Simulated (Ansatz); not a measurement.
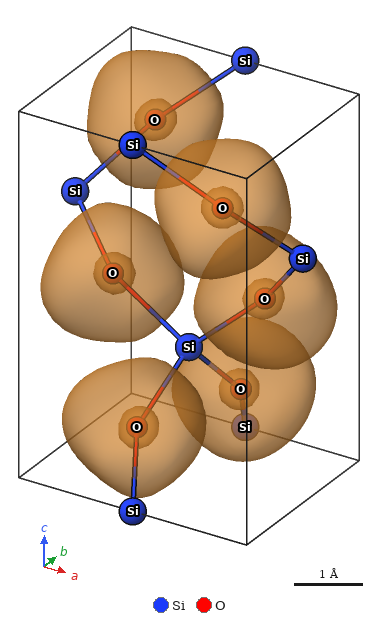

*SiO$_{2}$. Isosurface of the electron localisation function at 0.6 (orange), seen slightly off an axis. Only the valence region is drawn (cores and ρ < 0.01 e/Å³ removed). Sticks mark near contacts.*

Space group P6₂22.

The calculation used Ansatz 0.2.0, DFT PBE, scalar-relativistic, plane waves, PAW.

Core electrons are frozen (PAW), and the valence fields are smoothed inside the atomic spheres.

Where are the electrons localised?

The ELF exceeds this value in six regions on O in which the atom's valence shell and bonds are merged, counted in one cell of 9 atoms. Any copies at cell faces, edges or corners count once. Profiles from the grid: Si–O (1.62 Å): the ELF peaks at about 0.85 between the atoms (a short, strongly polar bond).
